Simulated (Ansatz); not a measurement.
Ti9O20 (cell charge −4, with a compensating background) (cell with a defect)

Input file:

```
crystal:
  lattice:
    - [5.6987999821, 1.899599994, -4.8488731948]
    - [-1.899599994, 5.6987999821, 4.8488731948]
    - [1.899599994, -5.6987999821, 4.8488731948]
  atoms:
    - { symbol: Ti, position: [0.1955841552, 0.3967307314, 0.7998514143] }
    - { symbol: Ti, position: [0.5962746538, 0.2001015119, 0.3944110296] }
    - { symbol: Ti, position: [0.405110747, 0.7994314446, 0.6038559268] }
    - { symbol: Ti, position: [0.8047112846, 0.6053174256, 0.2000033016] }
    - { symbol: Ti, position: [0.09426196, 0.430348286, 0.1368520072] }
    - { symbol: Ti, position: [0.2922197129, 0.8629144221, 0.9554283528] }
    - { symbol: Ti, position: [0.708230228, 0.6645116935, 0.5699865558] }
    - { symbol: Ti, position: [0.5003799323, 0.2503230038, 0.7494887896] }
    - { symbol: Ti, position: [0.9069676515, 0.0444016385, 0.3359295893] }
    - { symbol: O, position: [0.098115322, 0.6645908589, 0.3635076244] }
    - { symbol: O, position: [0.3151251367, 0.0606199561, 0.1576684173], spin: 0.333 }
    - { symbol: O, position: [0.6874111388, 0.8453785383, 0.744553468], spin: 0.333 }
    - { symbol: O, position: [0.5004298961, 0.4571377687, 0.9557589197] }
    - { symbol: O, position: [0.9024698274, 0.2659124103, 0.5657174574] }
    - { symbol: O, position: [0.4106391938, 0.0127683156, 0.8140600947] }
    - { symbol: O, position: [0.590925532, 0.4048956102, 0.6019125627] }
    - { symbol: O, position: [-0.0022365311, 0.2449087209, 0.2428147129], spin: 0.333 }
    - { symbol: O, position: [0.7924007702, 0.8049121338, 0.4141917583] }
    - { symbol: O, position: [0.2077275451, 0.6229663799, 0.0115439492] }
    - { symbol: O, position: [0.101997513, 0.2573833948, 0.9412705428], spin: 0.333 }
    - { symbol: O, position: [0.2996354736, 0.636274837, 0.7327827541] }
    - { symbol: O, position: [0.7011576246, 0.4344011459, 0.3358755895] }
    - { symbol: O, position: [0.5001036193, 0.0436066547, 0.5426876244] }
    - { symbol: O, position: [0.9028201016, 0.8410079402, 0.1550695096], spin: 0.333 }
    - { symbol: O, position: [1.0019666466, 0.7578726648, 0.7539402692], spin: 0.333 }
    - { symbol: O, position: [0.1984077297, 0.1861955064, 0.5950526026] }
    - { symbol: O, position: [0.611111353, 0.9885360964, 0.1941978033] }
    - { symbol: O, position: [0.3898064768, 0.584895982, 0.3774710322] }
    - { symbol: O, position: [0.802589087, 0.3981116427, 0.987354601] }
  host:
    lattice:
      - [-1.899599994, 1.899599994, 4.8488731948]
      - [1.899599994, -1.899599994, 4.8488731948]
      - [1.899599994, 1.899599994, -4.8488731948]
    atoms:
      - { symbol: Ti, position: [0.0, 0.0, 0.0] }
      - { symbol: Ti, position: [0.75, 0.25, 0.5] }
      - { symbol: O, position: [0.9564814581, 0.4564814581, 0.5] }
      - { symbol: O, position: [0.2064814581, 0.2064814581, 0.0] }
      - { symbol: O, position: [0.5435185419, 0.0435185419, 0.5] }
      - { symbol: O, position: [0.7935185419, 0.7935185419, 0.0] }
total_charge: -4
basis:
  ecutwfc: 420
  xc_grid: 2
kpoints:
  mp_grid: { grid: [2, 2, 2], shift: [0.5, 0.5, 0.5] }
hamiltonian:
  xc: pbe
scf:
  occupations: { method: gaussian, width: 0.02 }
  lower_state_search: "off"
output:
  forces: true
  stress: false
  eigenvalues: true
  populations: true
  charged_corrections:
    defect_position: [0.0, 0.0, 0.0]
    epsilon: [[79.0574, 0.0, 0.0], [0.0, 79.0574, 0.0], [0.0, 0.0, 32.9094]]
  write_density: true
  write_potential: true
  elf: true
  volumetric_format: npy
magnetization:
  spin_polarized: true
relax:
  adjacent_minimum: "off"
  f_tol: 0.03
  max_steps: 40
```

Command:

```sh
ansatz run input.yaml --threads 8 --pin off --max-ram 16384MiB --backend cpu --events-out ev --progress --plain --runs-dir out
```

The fields are those of the relaxed geometry.

The program warned that a starting moment wasn't kept; spin-polarised, but the moments vanished.

Computed with DFT PBE, scalar-relativistic, plane waves, PAW (Ansatz 0.2.0).

In a PAW calculation such maps are meaningful between the atoms, not at the nuclei.

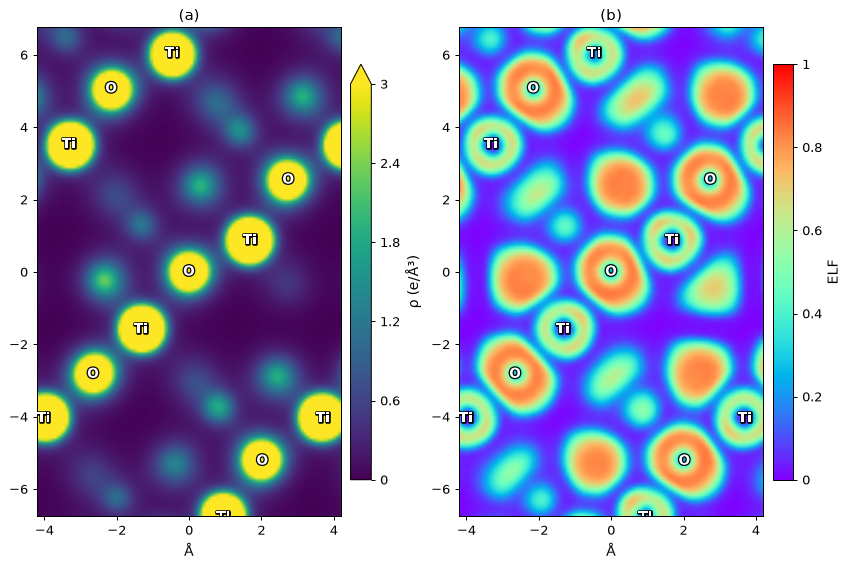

Figure 1. (a) valence pseudo-density; (b) ELF on the (101) plane of the calculation cell.

Read the bonding off the picture.

Atoms in the plane: Ti and O.
Atoms just off the plane (Ti, 0.7 Å away and O, 0.6 Å away) can leave unmarked features too.
Ti–O (1.82 Å): ρ is about 1 e/Å³ halfway; the ELF peaks at about 0.80 in the valence shell of O, 0.5 Å from its nucleus, and is about 0.25 at the midpoint; no shared electron pair shows on this line.
Ti–O (1.90 Å): the density is about 0.82 e/Å³ at the midpoint; the ELF peaks at about 0.85 in the valence shell of O, 0.6 Å from its nucleus, and is about 0.25 at the midpoint; no localised pair shows between them.
Ti–O (1.94 Å): the density is about 0.75 e/Å³ at the midpoint; the ELF peaks at about 0.85 in the valence shell of O, 0.6 Å from its nucleus, and is about 0.20 at the midpoint (no localised pair shows between them).
Ti–O (1.98 Å): ρ at the midpoint is about 0.66 e/Å³; the ELF peaks at about 0.85 in the valence shell of O, 0.6 Å from its nucleus, and is about 0.20 at the midpoint: no shared electron pair shows on this line.
Ti–O (2.06 Å): the density is about 0.54 e/Å³ at the midpoint; the ELF peaks at about 0.85 in the valence shell of O, 0.6 Å from its nucleus, and is about 0.15 at the midpoint; no localised pair shows between them.
Between the atoms the lowest density in this plane is 0.02 e/Å³.
The features right at Ti lie inside the PAW spheres, where the map follows smoothed inner orbitals and isn't to be read closely.

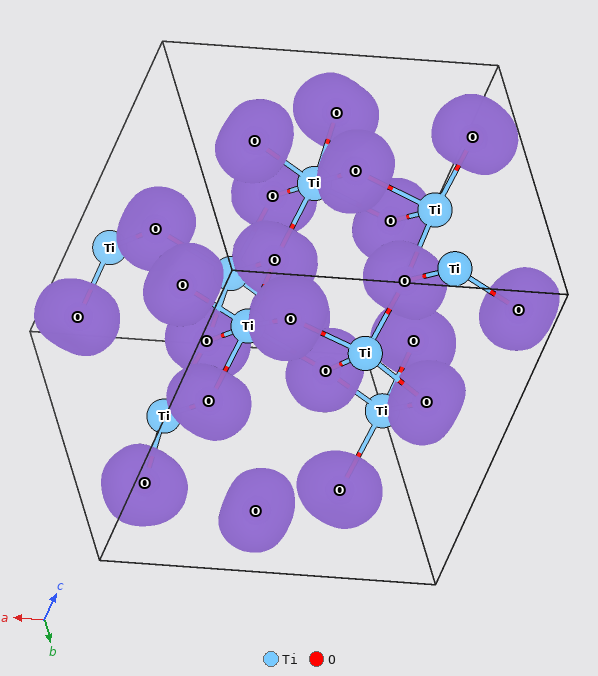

Figure 2. Isosurface of the ELF at 0.65 (purple), seen at an oblique angle. Core shells and regions of very low density are left out. Sticks mark near contacts.

Describe the localisation domains.

At this value the surface marks out 20 regions wrapped around O (the valence shell of each), counted in one cell of 29 atoms. Any copies at cell faces, edges or corners count once.


 Ti–O (1.88 Å): the ELF peaks at about 0.80 in the valence shell of O, 0.6 Å from its nucleus, and is about 0.25 at the midpoint; no shared electron pair shows on this line.

Metal or insulator at this level of theory?

It is gapped, with a Kohn–Sham gap of 2.5 eV on the k-point mesh (the band edges may lie off the mesh, which would make the gap smaller).
